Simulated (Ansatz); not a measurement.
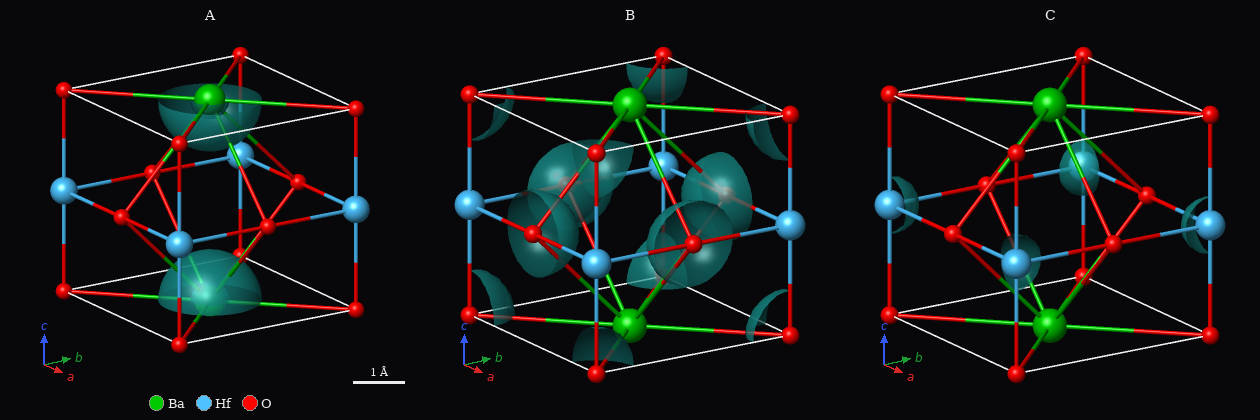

BaHfO3: densities of the states in three energy windows, as isosurfaces (each at a level of its own) in the conventional cell.

Space group P4mm; the calculation finds a residual pressure of about 4 GPa at this fixed cell. The cell comes from a database of computed structures, not from a measurement.

The calculation used DFT PBE, scalar-relativistic, plane waves, PAW in Ansatz 0.2.0.

In a PAW calculation such maps are meaningful between the atoms, not at the nuclei.

Q: The windows, about the valence-band maximum, are −10.8 to −10.0 eV, −9.72 to −9.48 eV and −4.4 to 0.0 eV. Which panel shows which?

A: Panel A: −10.8 to −10.0 eV, a separate group of bands, mainly Ba 5p (90 %).
Panel B: −4.4 to 0.0 eV, the whole upper valence band, mainly O 2p (85 %) and Hf 5d (10 %).
Panel C: −9.72 to −9.48 eV, a separate group of bands, mainly Hf 4f (over 95 %).
The characters are Löwdin shares on a minimal set of atomic orbitals.

The run took 5.5 s on 2 threads of Arm Neoverse V2, on a shared host, peak memory 0.4 GiB.
